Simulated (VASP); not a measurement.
Geometry relaxation, with input and output: WSe₂ (part 2 of 3)

WSe₂ (P6₃/mmc, 6 atoms in the cell); Kohn-Sham DFT of a periodic cell, LDA, VASP PAW LDA potentials, recommended, no spin polarisation (VASP 6.6.1); cutoff 600 eV, 9×9×2 k-mesh, Gaussian smearing of 0.03 eV. The structure derives from an entry of the Crystallography Open Database.

Geometry of the input (Å; fractional positions):
```
3.1887  -0.0000  0.0000
-1.5943  2.7615  -0.0000
0.0000  0.0000  12.5606
W  0.3333  0.6667  0.2500
W  0.6667  0.3333  0.7500
Se 0.3333  0.6667  0.6197
Se 0.6667  0.3333  0.1197
Se 0.3333  0.6667  0.8803
Se 0.6667  0.3333  0.3803
```

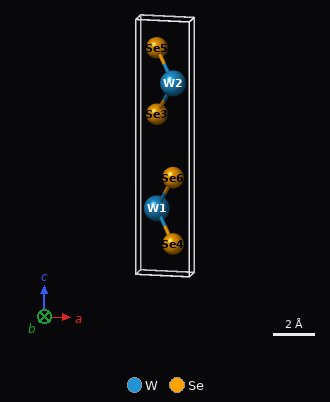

The structure as given in the input (ball-and-stick view of the cell of the calculation, seen at an oblique angle; atoms are numbered from 1 in the order of the input). An atom can appear more than once, as a periodic image.

Parts of OUTCAR, continued:
```
   k-points           NKPTS =     24   k-points in BZ     NKDIM =     24   number of bands    NBANDS=     31
   number of dos      NEDOS =    301   number of ions     NIONS =      6
   total plane-waves  NPLWV =  78400
   dimension x,y,z NGX =    28 NGY =   28 NGZ =  100
   dimension x,y,z NGXF=    56 NGYF=   56 NGZF=  200
   ions per type =               2   4
   NGX,Y,Z   is equivalent  to a cutoff of  14.60, 14.60, 13.24 a.u.
   NGXF,Y,Z  is equivalent  to a cutoff of  29.20, 29.20, 26.47 a.u.
 SYSTEM =  WSe2
   PREC   = accura    normal or accurate (medium, high low for compatibility)
   ISTART =      0    job   : 0-new  1-cont  2-samecut
   ICHARG =      2    charge: 1-file 2-atom 10-const
   ISPIN  =      1    spin polarized calculation?
   LNONCOLLINEAR =      F non collinear calculations
   LSORBIT =      F    spin-orbit coupling
   LASPH  =      T    aspherical Exc in radial PAW
   ENCUT  =  600.0 eV  44.10 Ry    6.64 a.u.   6.37  6.37 25.09*2*pi/ulx,y,z
   NELM   =     80;   NELMIN=  2; NELMDL= -5     # of ELM steps
   EDIFF  = 0.1E-06   stopping-criterion for ELM
   LREAL  =      F    real-space projection
   EDIFFG = -.1E-01   stopping-criterion for IOM
   NSW    =     40    number of steps for IOM
   IBRION =      2    ionic relax: 0-MD 1-quasi-New 2-CG
   NFREE  =      1    steps in history (QN), initial steepest desc. (CG)
   ISIF   =      4    stress and relaxation
   ISYM   =      2    0-nonsym 1-usesym 2-fastsym
   POTIM  = 0.5000    time-step for ionic-motion
   TEBEG  =    0.0;   TEEND  =   0.0 temperature during run
   PSTRESS=    0.0 pullay stress
   NELECT =      52.0000    total number of electrons
   NUPDOWN=      -1.0000    fix difference up-down
   EMIN   =  10.00;   EMAX   =-10.00  energy-range for DOS
   EFERMI =   0.00;   METHOD = LEGACY
   ISMEAR =     0;   SIGMA  =   0.03  broadening in eV -4-tet -1-fermi 0-gaus
   EFERMI_NEDOS =   21; number of points for ismear=-14 and -15
   IALGO  =     38    algorithm
   IMIX   =      4    mixing-type and parameters
     AMIX     =   0.40;   BMIX     =  1.00
     AMIX_MAG =   1.60;   BMIX_MAG =  1.00
  volume/ion in A,a.u.               =      18.43       124.39
  Fermi-wavevector in a.u.,A,eV,Ry     =   1.272988  2.405599 22.048224  1.620499
  Thomas-Fermi vector in A             =   2.405836
   LORBIT       =      0    0 simple, 1 ext, 2 COOP (PROOUT), +10 PAW based schemes
   GGA     = CA    functional components
   LHFCALC =     F    Hartree Fock is set to
   AEXX    =    0.0000 exact exchange contribution
   IVDW    =     0    specifies the selected vdW correction
   LEPSILON=     F    determine dielectric tensor
   LRPA    =     F    only Hartree local field effects (RPA)
 conjugate gradient relaxation of ions
 non-spin polarized calculation
 Gauss-broadening in eV      SIGMA  =   0.03
  energy-cutoff  :      600.00
  volume of cell :      110.60
 maximum number of plane-waves:      3732
 NGX is ok and might be reduce to    28
   NGX = 13   NGY = 13   NGZ = 51

--------------------------------------- Ionic step        1  -------------------------------------------

 number of electron      51.9999995 magnetization

 Free energy of the ion-electron system (eV)
  ---------------------------------------------------
  ext. energy  EPLUGINS =         0.00000000
  ---------------------------------------------------
  free energy    TOTEN  =       -48.26625294 eV

  energy without entropy =      -48.26625294  energy(sigma->0) =      -48.26625294

------------------------ aborting loop because EDIFF is reached ----------------------------------------

  FORCE on cell =-STRESS in cart. coord.  units (eV):
  Direction    XX          YY          ZZ          XY          YZ          ZX
  --------------------------------------------------------------------------------------
  -------------------------------------------------------------------------------------
  Total        7.0426201      7.0426201      8.3629811      0.0000000      0.0000000      0.0000000
  in kB      102.0211122    102.0211122    121.1481822      0.0000000      0.0000000      0.0000000
  external PRESSURE =     108.3968022 kB  Pullay stress =       0.0000000 kB

 VOLUME and BASIS-vectors are now :
 -----------------------------------------------------------------------------
  energy-cutoff  :      600.00
  volume of cell :      110.60
      direct lattice vectors                 reciprocal lattice vectors
     3.188655476  0.000000000  0.000000000     0.313611805  0.181063860  0.000000000
    -1.594327738  2.761456646  0.000000000     0.000000000  0.362127720  0.000000000
     0.000000000  0.000000000 12.560558956     0.000000000  0.000000000  0.079614291

 POSITION                                       TOTAL-FORCE (eV/Angst)
 -----------------------------------------------------------------------------------
     -0.00000      1.84097      3.14014        -0.000000      0.000000     -0.000000
      1.59433      0.92049      9.42042         0.000000     -0.000000     -0.000000
     -0.00000      1.84097      7.78421         0.000000      0.000000     -1.154731
      1.59433      0.92049      1.50393        -0.000000      0.000000     -1.154731
     -0.00000      1.84097     11.05663         0.000000     -0.000000      1.154731
      1.59433      0.92049      4.77635        -0.000000     -0.000000      1.154731
 -----------------------------------------------------------------------------------
    total drift:                               -0.000000      0.000000     -0.000000

  FREE ENERGIE OF THE ION-ELECTRON SYSTEM (eV)
  ---------------------------------------------------
  free  energy   TOTEN  =       -48.2662529445 eV

  energy  without entropy=      -48.2662529445  energy(sigma->0) =      -48.26625294

--------------------------------------- Ionic step        2  -------------------------------------------

 number of electron      51.9999996 magnetization

------------------------ aborting loop because EDIFF is reached ----------------------------------------

  FORCE on cell =-STRESS in cart. coord.  units (eV):
  Direction    XX          YY          ZZ          XY          YZ          ZX
  --------------------------------------------------------------------------------------
  -------------------------------------------------------------------------------------
  Total        4.5269978      4.5269978      0.5214107      0.0000000      0.0000000      0.0000000
  in kB       65.5791930     65.5791930      7.5532823      0.0000000      0.0000000      0.0000000
  external PRESSURE =      46.2372228 kB  Pullay stress =       0.0000000 kB

 VOLUME and BASIS-vectors are now :
 -----------------------------------------------------------------------------
  energy-cutoff  :      600.00
  volume of cell :      110.60
      direct lattice vectors                 reciprocal lattice vectors
     3.177411280  0.000000000  0.000000000     0.314721612  0.181704607  0.000000000
    -1.588705640  2.751718887 -0.000000000    -0.000000000  0.363409215  0.000000000
     0.000000000  0.000000000 12.649614649    -0.000000000  0.000000000  0.079053792

 POSITION                                       TOTAL-FORCE (eV/Angst)
 -----------------------------------------------------------------------------------
     -0.00000      1.83448      3.16240         0.000000     -0.000000     -0.000000
      1.58871      0.91724      9.48721        -0.000000      0.000000     -0.000000
     -0.00000      1.83448      7.78330         0.000000      0.000000      0.124667
      1.58871      0.91724      1.45849        -0.000000      0.000000      0.124667
     -0.00000      1.83448     11.19112         0.000000     -0.000000     -0.124667
      1.58871      0.91724      4.86632        -0.000000     -0.000000     -0.124667
 -----------------------------------------------------------------------------------
    total drift:                               -0.000000      0.000000     -0.000000

  FREE ENERGIE OF THE ION-ELECTRON SYSTEM (eV)
  ---------------------------------------------------
  free  energy   TOTEN  =       -48.3684318718 eV

  energy  without entropy=      -48.3684318718  energy(sigma->0) =      -48.36843187

--------------------------------------- Ionic step        3  -------------------------------------------

 number of electron      51.9999996 magnetization

------------------------ aborting loop because EDIFF is reached ----------------------------------------

  FORCE on cell =-STRESS in cart. coord.  units (eV):
  Direction    XX          YY          ZZ          XY          YZ          ZX
  --------------------------------------------------------------------------------------
  -------------------------------------------------------------------------------------
  Total        4.9384103      4.9384103      1.8998309      0.0000000     -0.0000000      0.0000000
  in kB       71.5390160     71.5390160     27.5214140      0.0000000     -0.0000000      0.0000000
  external PRESSURE =      56.8664820 kB  Pullay stress =       0.0000000 kB

 VOLUME and BASIS-vectors are now :
 -----------------------------------------------------------------------------
  energy-cutoff  :      600.00
  volume of cell :      110.60
      direct lattice vectors                 reciprocal lattice vectors
     3.179456769  0.000000000  0.000000000     0.314519137  0.181587709  0.000000000
    -1.589728384  2.753490332 -0.000000000    -0.000000000  0.363175417  0.000000000
     0.000000000  0.000000000 12.633343742    -0.000000000  0.000000000  0.079155608

 POSITION                                       TOTAL-FORCE (eV/Angst)
 -----------------------------------------------------------------------------------
     -0.00000      1.83566      3.15834        -0.000000      0.000000     -0.000000
      1.58973      0.91783      9.47501         0.000000     -0.000000     -0.000000
     -0.00000      1.83566      7.78344         0.000000      0.000000     -0.094249
      1.58973      0.91783      1.46677        -0.000000      0.000000     -0.094249
     -0.00000      1.83566     11.16658         0.000000     -0.000000      0.094249
      1.58973      0.91783      4.84991        -0.000000      0.000000      0.094249
 -----------------------------------------------------------------------------------
    total drift:                               -0.000000      0.000000     -0.000000

  FREE ENERGIE OF THE ION-ELECTRON SYSTEM (eV)
  ---------------------------------------------------
  free  energy   TOTEN  =       -48.3736020607 eV

  energy  without entropy=      -48.3736020607  energy(sigma->0) =      -48.37360206

--------------------------------------- Ionic step        4  -------------------------------------------

 number of electron      51.9999999 magnetization

------------------------ aborting loop because EDIFF is reached ----------------------------------------

  FORCE on cell =-STRESS in cart. coord.  units (eV):
  Direction    XX          YY          ZZ          XY          YZ          ZX
  --------------------------------------------------------------------------------------
  -------------------------------------------------------------------------------------
  Total        3.6278316      3.6278316      2.3933113      0.0000000     -0.0000000      0.0000000
  in kB       52.5536526     52.5536526     34.6700908      0.0000000     -0.0000000      0.0000000
  external PRESSURE =      46.5924654 kB  Pullay stress =       0.0000000 kB

 VOLUME and BASIS-vectors are now :
 -----------------------------------------------------------------------------
  energy-cutoff  :      600.00
  volume of cell :      110.60
      direct lattice vectors                 reciprocal lattice vectors
     3.202468858  0.000000000 -0.000000000     0.312259086  0.180282868  0.000000000
    -1.601234429  2.773419386 -0.000000000    -0.000000000  0.360565735  0.000000000
     0.000000000 -0.000000000 12.452436366    -0.000000000  0.000000000  0.080305570

 POSITION                                       TOTAL-FORCE (eV/Angst)
 -----------------------------------------------------------------------------------
     -0.00000      1.84895      3.11311         0.000000     -0.000000      0.000000
      1.60123      0.92447      9.33933        -0.000000      0.000000      0.000000
     -0.00000      1.84895      7.65740        -0.000000     -0.000000     -0.054605
      1.60123      0.92447      1.43118         0.000000      0.000000     -0.054605
     -0.00000      1.84895     11.02125        -0.000000     -0.000000      0.054605
      1.60123      0.92447      4.79503         0.000000     -0.000000      0.054605
 -----------------------------------------------------------------------------------
    total drift:                               -0.000000      0.000000     -0.000000

  FREE ENERGIE OF THE ION-ELECTRON SYSTEM (eV)
  ---------------------------------------------------
  free  energy   TOTEN  =       -48.4088917311 eV

  energy  without entropy=      -48.4088917311  energy(sigma->0) =      -48.40889173

--------------------------------------- Ionic step        5  -------------------------------------------

 number of electron      52.0000006 magnetization

------------------------ aborting loop because EDIFF is reached ----------------------------------------

  FORCE on cell =-STRESS in cart. coord.  units (eV):
  Direction    XX          YY          ZZ          XY          YZ          ZX
  --------------------------------------------------------------------------------------
  -------------------------------------------------------------------------------------
  Total        2.7355571      2.7355571      2.7892268      0.0000000     -0.0000000      0.0000000
  in kB       39.6279468     39.6279468     40.4054200      0.0000000     -0.0000000      0.0000000
  external PRESSURE =      39.8871045 kB  Pullay stress =       0.0000000 kB

 VOLUME and BASIS-vectors are now :
 -----------------------------------------------------------------------------
  energy-cutoff  :      600.00
  volume of cell :      110.60
      direct lattice vectors                 reciprocal lattice vectors
     3.218687601  0.000000000 -0.000000000     0.310685635  0.179374435  0.000000000
    -1.609343801  2.787465230 -0.000000000    -0.000000000  0.358748870  0.000000000
     0.000000000 -0.000000000 12.327258618    -0.000000000  0.000000000  0.081121037

 POSITION                                       TOTAL-FORCE (eV/Angst)
 -----------------------------------------------------------------------------------
     -0.00000      1.85831      3.08181        -0.000000      0.000000      0.000000
      1.60934      0.92916      9.24544         0.000000     -0.000000      0.000000
     -0.00000      1.85831      7.57024        -0.000000     -0.000000     -0.020280
      1.60934      0.92916      1.40661         0.000000     -0.000000     -0.020280
     -0.00000      1.85831     10.92065        -0.000000     -0.000000      0.020280
      1.60934      0.92916      4.75702         0.000000     -0.000000      0.020280
 -----------------------------------------------------------------------------------
    total drift:                               -0.000000      0.000000     -0.000000

  FREE ENERGIE OF THE ION-ELECTRON SYSTEM (eV)
  ---------------------------------------------------
  free  energy   TOTEN  =       -48.4164232942 eV

  energy  without entropy=      -48.4164232942  energy(sigma->0) =      -48.41642329

--------------------------------------- Ionic step        6  -------------------------------------------

 number of electron      52.0000006 magnetization
```
